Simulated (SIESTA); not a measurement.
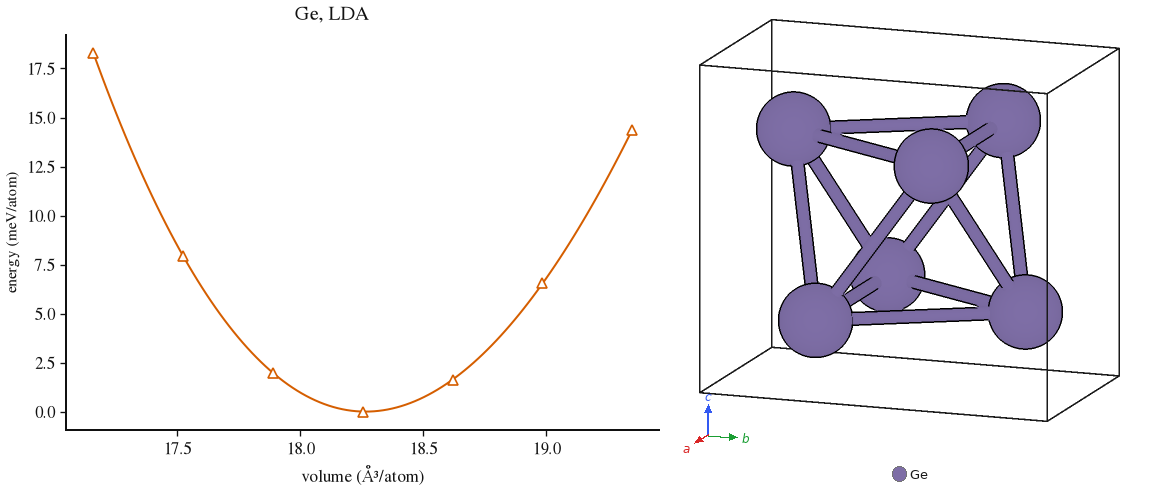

Plotted: energy against volume for Ge, space group Cmcm (No. 63). The conventional cell is drawn beside the plot.

The given structure:
```yaml
crystal:
  lattice:
    - [1.48805, -2.59469, 0.00000]
    - [1.48805, 2.59469, 0.00000]
    - [0.00000, 0.00000, 4.72760]
  atoms:
    - { symbol: Ge, position: [0.33345, 0.66655, 0.25000] }
    - { symbol: Ge, position: [0.66655, 0.33345, 0.75000] }
```

Computed with SIESTA 5.4.2: DFT in numerical atomic orbitals with pseudopotentials, no spin polarisation; energies at scaled volumes of the given cell, shape and fractions fixed, counted from the fit's minimum, third-order Birch-Murnaghan fit. Level: LDA.

- k mesh: 10×10×6
- occupations: Fermi–Dirac
- smearing width: 0.05 eV
- potentials: PseudoDojo 0.4 standard, converted to PSML, two zetas on semicore shells
- program settings: basis DZP, mesh cutoff 800 Ry

This calculation gives: equilibrium volume 18.27 Å³/atom and bulk modulus 78.8 GPa.

Now the level changes from LDA to PBEsol. How do these quantities change?

The equilibrium volume rises from 18.27 to 18.66 Å³/atom (+2.1 %) and the bulk modulus falls from 78.8 to 77.1 GPa (−2.2 %).

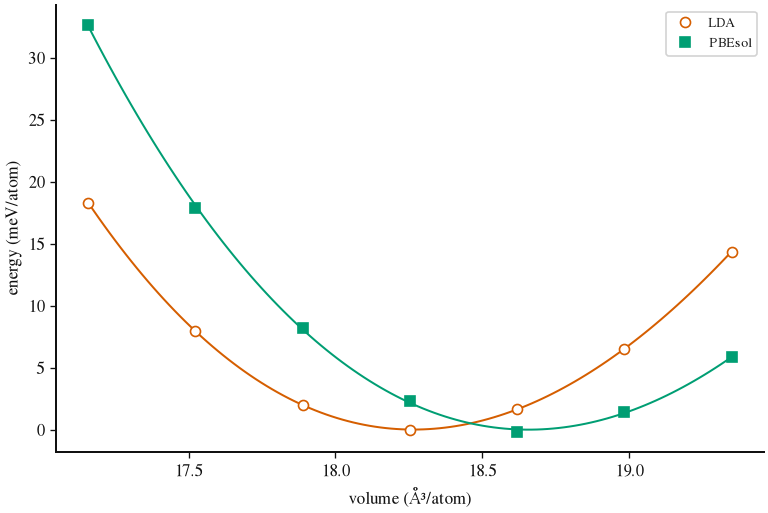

The two results together.

For both, limits of the calculation: mulliken charges of long orbitals; shape and atomic fractions are frozen while scaling, which makes layered, chain and framework solids too stiff.

V0 and the bulk modulus come from third-order Birch–Murnaghan fits.
